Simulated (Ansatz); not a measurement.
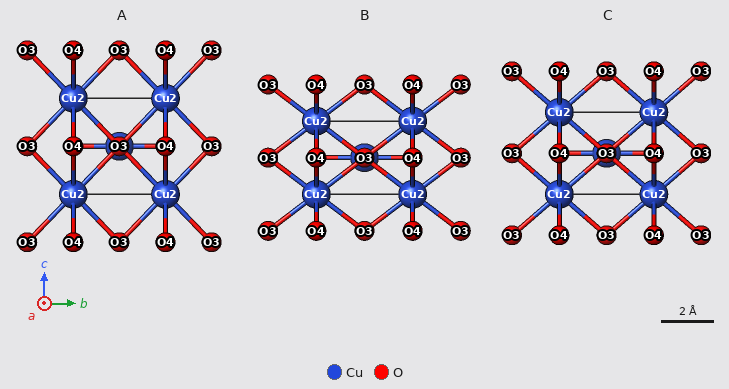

3 geometries from one relaxation of solid CuO (a generated structure, set up in P4/mmm) (coarse preliminary run), in shuffled order. The picture is a ball-and-stick view of the cell of the calculation, seen along the a axis.

All numbers below come from DFT PBE, scalar-relativistic, plane waves, PAW (Ansatz). (plane-wave cutoff 420 eV; k-point mesh 6 × 6 × 4; occupations gaussian; smearing width 0.1 eV; collinear spin; cell and atoms relaxed; force threshold 0.04 eV/Å; at most 70 steps)

### Put them in the order of the run, from the start to the converged end.

A, C, B. They are steps 0, 3, 9, at +1.058 eV per cell of the calculation, +0.212 eV per cell of the calculation relative to the last. Over 7 accepted moves (9 points after the start) the energy falls by 1.058 eV per cell of the calculation. All forces vanish by symmetry, so only the cell relaxes. The pressure goes from 0.56 to 0.02 GPa. At 2 points the geometry stayed and the basis and grid were re-selected for the new cell (energy shift of 1.1 meV per cell of the calculation at most each time). No atom moves by more than 0.005 Å relative to the cell. The volume changes by −16.8 %, with a = b 3.614 → 3.776 Å (+4.5 %), c 3.762 → 2.869 Å (−23.7 %). Among the contacts that change: Cu–O 2.608 → 2.371 Å, Cu–O 1.807 → 1.888 Å. The space group stays P4/mmm (No. 123). The program noted that the starting moments weren't kept. Cost: 80 s on 1 thread of Intel(R) Xeon(R) Platinum 8488C (Sapphire Rapids), on a shared host, peak memory 0.43 GiB.

Limits of the set-up: the k-point mesh is coarse for a cell with partly filled bands.
